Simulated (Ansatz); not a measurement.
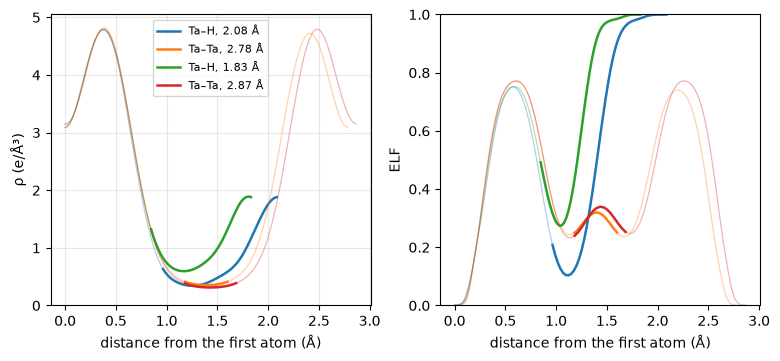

Figure 1: Ta₁₆H (slab). Valence charge density (pseudo) and electron localisation function along straight lines between neighbouring atoms. Thin, pale parts lie inside the atomic spheres.

A point of a scan over the structure, not its minimum; not relaxed (largest force 1.5 eV/Å); computed without spin polarisation; PAW files of the earlier set (soft_1).

Theory: DFT PBE, scalar-relativistic, plane waves, PAW (Ansatz).

The density is the valence pseudo-density of a PAW calculation; it isn't the true density close to the nuclei.

```
CELL_PARAMETERS angstrom
6.63793 0.00000 0.00000
0.00000 6.63793 0.00000
0.00000 0.00000 20.29966
ATOMIC_POSITIONS crystal
Ta 0.25000 0.25000 0.19705
Ta 0.25000 0.75000 0.19705
Ta 0.75000 0.25000 0.19705
Ta 0.75000 0.75000 0.19705
Ta 0.00000 0.00000 0.27880
Ta 0.00000 0.50000 0.27880
Ta 0.50000 0.00000 0.27880
Ta 0.50000 0.50000 0.27880
Ta 0.25000 0.25000 0.35991
Ta 0.25000 0.75000 0.35991
Ta 0.75000 0.25000 0.35991
Ta 0.75000 0.75000 0.35991
Ta 0.00000 0.00000 0.43349
Ta 0.00000 0.50000 0.43349
Ta 0.50000 0.00000 0.43349
Ta 0.50000 0.50000 0.43349
H 0.18750 0.18750 0.45846
```

Q: What can be read from the curves?

A: Ta–H (2.08 Å): the density is about 0.47 e/Å³ at the midpoint; the ELF climbs to about 1 towards the hydrogen.
Ta–Ta (2.78 Å): the density is about 0.35 e/Å³ at the midpoint; the ELF is about 0.30 at the midpoint.
Ta–H (1.83 Å): ρ is about 0.98 e/Å³ halfway; the ELF climbs to about 1 towards the hydrogen.
Ta–Ta (2.87 Å): the density is about 0.31 e/Å³ at the midpoint; the ELF is about 0.35 at the midpoint.
